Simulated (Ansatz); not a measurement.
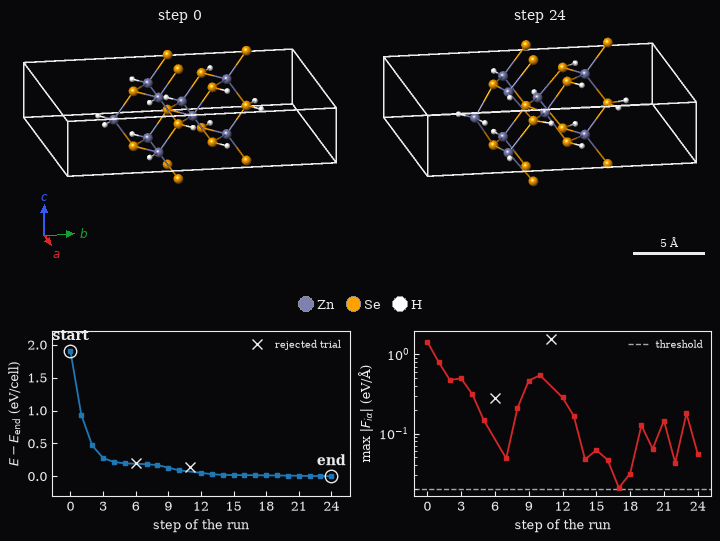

First and last geometry of a relaxation of a wire of composition Zn3H5Se3, with the history of the run. The picture is a ball-and-stick view of the cell of the calculation, with the vacuum cut short (origin shifted), seen slightly off an axis.

Case: wire along [1 1 0], 12 atoms a period, capped with H.

These are results of Ansatz, DFT PBE, scalar-relativistic, plane waves, PAW, not measurements.

Input file:
```yaml
crystal:
  lattice:
    - [17.6, 0.0, 0.0]
    - [0.0, 21.1, 0.0]
    - [0.0, 0.0, 4.05302313]
  atoms:
    - { symbol: Zn, position: [0.5575713513, 0.5350509026, 0.0] }
    - { symbol: Zn, position: [0.5575713513, 0.2633997046, 0.0] }
    - { symbol: Se, position: [0.5575713513, 0.6029637022, 0.5] }
    - { symbol: Se, position: [0.5575713513, 0.3313125041, 0.5] }
    - { symbol: Zn, position: [0.4424286487, 0.6708765017, 0.5] }
    - { symbol: Zn, position: [0.4424286487, 0.3992253036, 0.5] }
    - { symbol: Se, position: [0.6727140538, 0.4671381031, 0.0] }
    - { symbol: Zn, position: [0.6727140538, 0.3992253036, 0.5] }
    - { symbol: Se, position: [0.4424286487, 0.7387893012, 0.0] }
    - { symbol: Se, position: [0.4424286487, 0.4671381031, 0.0] }
    - { symbol: Zn, position: [0.3272859462, 0.5350509026, 0.0] }
    - { symbol: Se, position: [0.3272859462, 0.6029637022, 0.5] }
    - { symbol: H, position: [0.6294787206, 0.220987718, 0.0] }
    - { symbol: H, position: [0.4856639819, 0.220987718, 0.0] }
    - { symbol: H, position: [0.6257673725, 0.643186683, 0.5] }
    - { symbol: H, position: [0.3705212794, 0.356813317, 0.5] }
    - { symbol: H, position: [0.7409100751, 0.507361084, 0.0] }
    - { symbol: H, position: [0.7446214232, 0.356813317, 0.5] }
    - { symbol: H, position: [0.51062467, 0.779012282, 0.0] }
    - { symbol: H, position: [0.3742326275, 0.779012282, 0.0] }
    - { symbol: H, position: [0.2553785768, 0.492638916, 0.0] }
    - { symbol: H, position: [0.2590899249, 0.643186683, 0.5] }
basis:
  ecutwfc: 420
kpoints:
  mp_grid: { grid: [1, 1, 8] }
hamiltonian:
  xc: pbe
scf:
  occupations: { method: gaussian, width: 0.05 }
output:
  forces: true
  stress: true
  eigenvalues: true
  populations: true
  write_density: true
  write_potential: true
  elf: true
  volumetric_format: npy
relax:
  adjacent_minimum: "off"
  f_tol: 0.02
  max_steps: 45
  cell: { fix: [a, b, alpha, beta, gamma], stress_tol: 0.03 }
```

Command:
```bash
ansatz run input.yaml --threads 4 --pin off --max-ram 11264MiB --backend cpu --events-out ev --progress --plain --runs-dir out
```

Q: What do the curves and the structures tell?

A: The run was cut off at its time limit before the relaxation converged, so the last structure is only a point on the way. The largest move relative to the centre of the atoms is that of H13, 1.46 Å. By element the largest moves are H 1.46 Å, Zn 0.74 Å, Se 0.38 Å. Along the periodic axis the drawn cell goes c 4.053 → 4.482 Å (+10.6 %). Among the contacts that change: Se7–Zn8 2.482 → 2.911 Å, Zn11–Se12 2.482 → 2.870 Å, Zn5–Se9 2.482 → 2.784 Å, Zn1–Se3 2.482 → 2.750 Å. Bond angles that change, for instance: H13–Zn2–H14 109.5° → 157.6°, Se4–Zn8–H18 109.5° → 157.5°, Se10–Zn11–H21 109.5° → 150.6°. The energy falls by 1.905 eV per cell of the calculation in 22 accepted moves (24 points after the start). Largest force component: 1.4 eV/Å at the start, 0.055 eV/Å at the end. The line search rejected the trial steps at points 6, 11 of the run.
